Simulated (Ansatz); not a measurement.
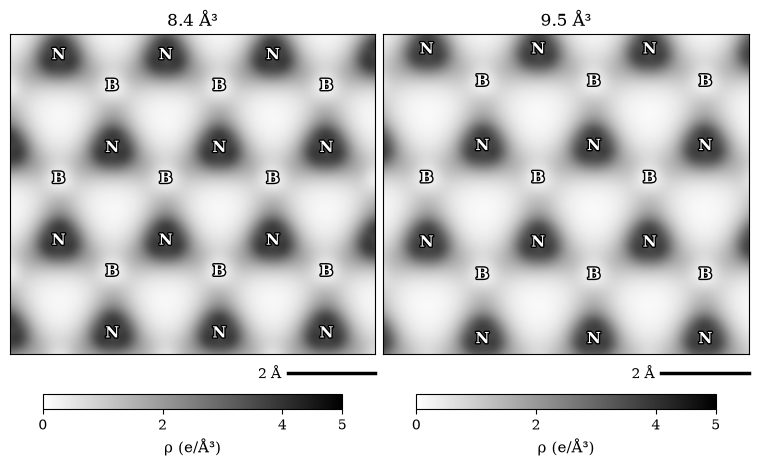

BN. The valence charge density (pseudo) of cells scaled evenly to different volumes (given per atom above each panel), on the (001) plane of each (indices in the axes of the cell below), at one length scale and on one colour scale.

These are results of Kohn-Sham DFT of a periodic cell, RPBE, Ansatz PAW in Ansatz 0.2.0, not measurements.

Core electrons are frozen (PAW), and the valence fields are smoothed inside the atomic spheres.

The largest cell:

```yaml
crystal:
  lattice:
    - [2.54724, 0.00000, 0.00000]
    - [-1.27362, 2.20597, 0.00000]
    - [0.00000, 0.00000, 6.76584]
  atoms:
    - { symbol: N, position: [0.66667, 0.33333, 0.25000] }
    - { symbol: N, position: [0.33333, 0.66667, 0.75000] }
    - { symbol: B, position: [0.66667, 0.33333, 0.75000] }
    - { symbol: B, position: [0.33333, 0.66667, 0.25000] }
```

| volume (Å³/atom) | B–N contact in the plane (Å) | ρ at its midpoint (e/Å³) | pressure (GPa) | gap on the mesh (eV) | 
| --- | --- | --- | --- | --- |
| 8.43 | 1.413 | 1.948 | 26.9 | 4.48 | 
| 8.79 | 1.433 | ? | ? | ? | 
| 9.50 | 1.471 | 1.725 | −4.7 | 4.33 | 

Estimate the missing row, and compare with the calculation.

Over the known rows ln ρ falls by 2.10 per Å of B–N distance (the line through the two), which gives 1.868 e/Å³ at 1.433 Å; the calculation gives 1.868 e/Å³. For the pressure, a straight line in volume between the neighbouring rows gives 16.3 GPa; the calculation gives 14.4, lower because pressure rises ever faster on compression. For the gap on the mesh, a straight line in volume between the neighbouring rows gives 4.43 eV; the calculation gives 4.43.
